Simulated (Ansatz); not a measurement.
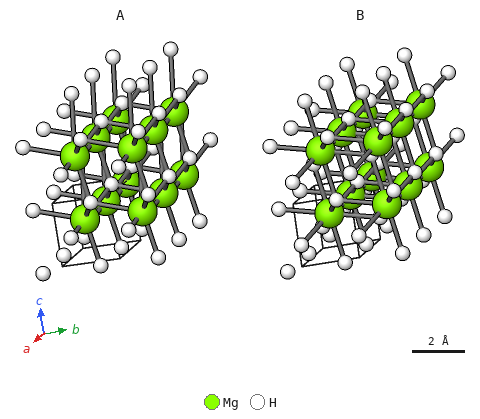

Two geometries of crystalline MgH₂ (set up in P1), drawn at one scale. One is the start of a relaxation, the other its converged end. A ball-and-stick model of the cell of the calculation, reduced to other axes, repeated 3 × 2 × 2 with one cell outlined, seen slightly off an axis. Lengths and directions refer to the drawn axes.

Theory: DFT PBE+D3(BJ), scalar-relativistic, plane waves, PAW (Ansatz 0.2.0). Set-up: plane-wave cutoff 420 eV; k-point mesh 12 × 12 × 12; occupations gaussian; smearing width 0.15 eV; no spin polarisation; cell and atoms relaxed; force threshold 0.01 eV/Å; at most 80 steps.

Question: Which of the two is the end point?

Answer: Structure B is the relaxed one. Case: all atoms moved at random, sigma 0.25 Å for each component, cell strained at random, sigma 0.03; relaxed back. After 7 accepted moves (9 points after the start) the energy has fallen by 587 meV per atom. Largest force component: 4.7 eV/Å at the start, 0.00013 eV/Å at the end. Pressure: 19.90 GPa at the start and 0.00 GPa at the end. At 2 points the geometry stayed and the basis and grid were re-selected for the new cell (energy shift of 0.3 meV per atom at most each time). The largest move relative to the cell is that of an H atom, 0.47 Å along [3 −2 −1]. Largest moves by element: H 0.47 Å, Mg 0.27 Å. The volume changes by +3.4 %, with a 3.182 → 3.309 Å (+4.0 %), b 3.239 → 3.310 Å (+2.2 %), c 3.262 → 3.311 Å (+1.5 %), α 63.0° → 60.0°, β 61.6° → 60.0°, γ 61.4° → 60.0°. Near-neighbour distances that change, for instance: H–Mg 1.359 → 2.027 Å, H–Mg 2.542 → 2.028 Å, H–Mg 2.433 → 2.028 Å, H–Mg 1.924 → 2.028 Å. New bonds form: H–Mg (2.54 → 2.03 Å). Bond angles that change, for instance: H–Mg–H 141.7° → 109.4°, Mg–H–Mg 141.7° → 109.4°, H–Mg–H 156.7° → 180.0°. The space group (tolerance 0.01 Å) goes from P1 (No. 1) to Fm-3m (No. 225). Cost: 4.2 min on 1 thread of Arm Neoverse V1, on a shared host, peak memory 0.59 GiB.
